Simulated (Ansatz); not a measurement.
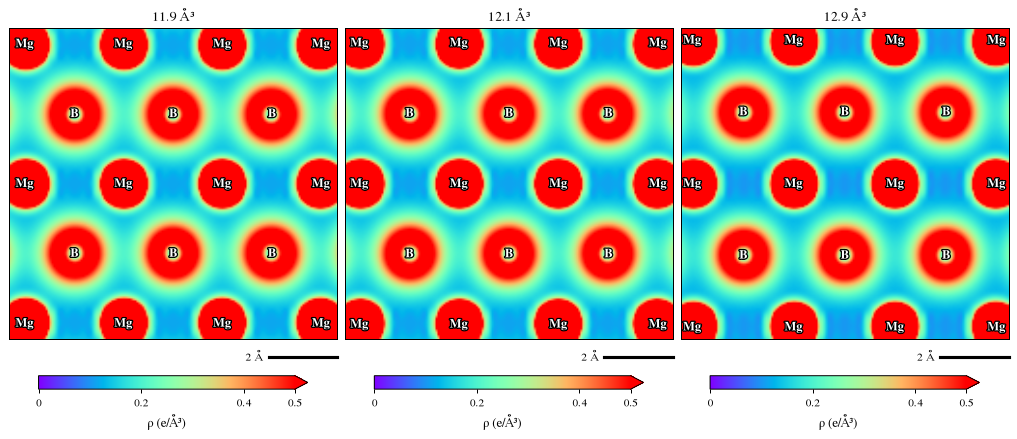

MgB. The valence charge density (pseudo) of cells scaled evenly to different volumes (given per atom above each panel), on the (11̄0) plane of each (indices in the axes of the cell below), at one length scale and on one colour scale.

A generated structure, not necessarily the stable one.

All numbers below come from Kohn-Sham DFT of a periodic cell, PBE, Ansatz PAW earlier set in Ansatz.

In a PAW calculation such maps are meaningful between the atoms, not at the nuclei.

The largest cell:

```
Mg B
1.0
     2.95193    0.00000    0.00000
     0.00000    2.95193    0.00000
     0.00000    0.00000    2.95193
Mg B
1 1
Direct
  0.00000 0.00000 0.00000
  0.50000 0.50000 0.50000
```

| volume (Å³/atom) | Mg–B contact in the plane (Å) | ρ at its midpoint (e/Å³) | pressure (GPa) | 
| --- | --- | --- | --- |
| 11.89 | 2.490 | 0.207 | 1.8 | 
| 12.13 | 2.507 | 0.203 | 0.1 | 
| 12.62 | 2.540 | ? | ? | 
| 12.86 | 2.556 | 0.189 | −4.3 | 

Estimate the missing row, and compare with the calculation.

Answer. Over the known rows ln ρ falls by 1.40 per Å of Mg–B distance (a least-squares line), which gives 0.193 e/Å³ at 2.540 Å; the calculation gives 0.193 e/Å³. For the pressure, a straight line in volume between the neighbouring rows gives −2.9 GPa; the calculation gives −2.9.
